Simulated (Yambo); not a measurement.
System: zincblende GaP, space group F-43m (No. 216), 2 atoms in the primitive cell; cubic a = 5.451 Å. Starting point: PBE, PseudoDojo 0.4 SR PBE stringent, no spin polarisation, no spin-orbit coupling, 4×4×4 k mesh, 1551 eV cutoff, fixed occupations (Yambo 5.3.0). Many-body step: GW with frequency dependence of W plasmon pole, bands in the response 113, bands in the self-energy 113, cutoff of the response matrix 8 Ry and cutoff of exchange and Vxc 114 Ry.

In PBE the smallest gap over these k points is 1.66 eV, with direct gaps of 1.82 eV at Γ, 2.79 eV at L and 4.34 eV at X.

Q: What does GW give?

A: Over the k points that were corrected, the smallest gap goes from 1.66 eV in PBE (Γ to X) to 2.32 eV in GW (Γ to X), a change of +0.66 eV (+40 %). Counted from the valence top, the lowest empty level moves by +0.99 eV at Γ, +0.92 eV at L and +0.66 eV at X; over the 8 points that were corrected the shifts run from +0.66 to +0.99 eV: a spread of 0.33 eV on a mean of 0.85 eV, so one scissor shift doesn't describe this level. The top filled level also moves against the valence top, by −0.14 eV at W. The quasiparticle weight (renormalisation factor) lies between 0.78 and 0.82 for the top filled and first empty levels.

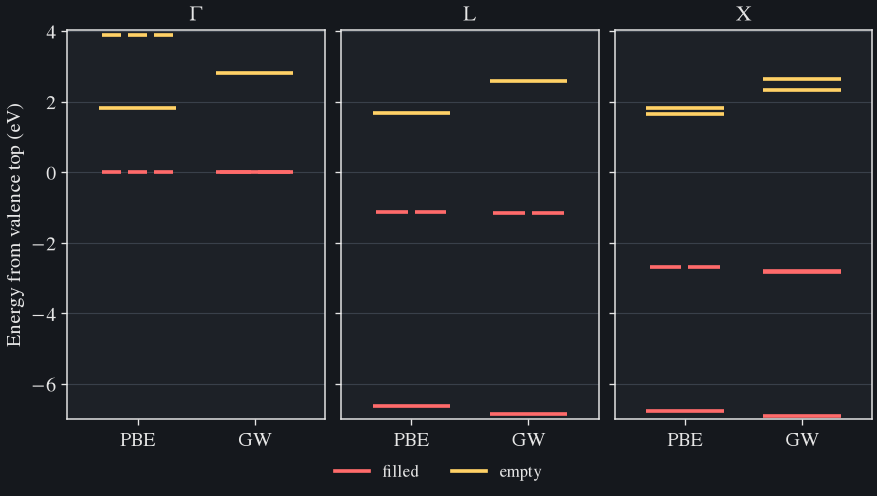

Levels at Γ, L and X in PBE and in GW, each set counted from its own valence top.

| k point | PBE direct gap (eV) | GW direct gap (eV) |
| --- | --- | --- |
| Γ | 1.82 | 2.81 |
| L | 2.79 | 3.75 |
| X | 4.34 | 5.13 |

The k mesh is coarse (spacing up to 0.50 Å⁻¹), so the values aren't converged. The screening block or the number of bands is too small for a converged GW gap. Between passes the levels were reset to the linearisation about the Kohn-Sham level, since this version mixes two points of expansion; the levels printed in its table differ. Measured GaP has its conduction bottom near X; the order of its valleys hangs on the functional and the volume. Bands, cutoffs and mesh are finite, so these values aren't at the basis limit.
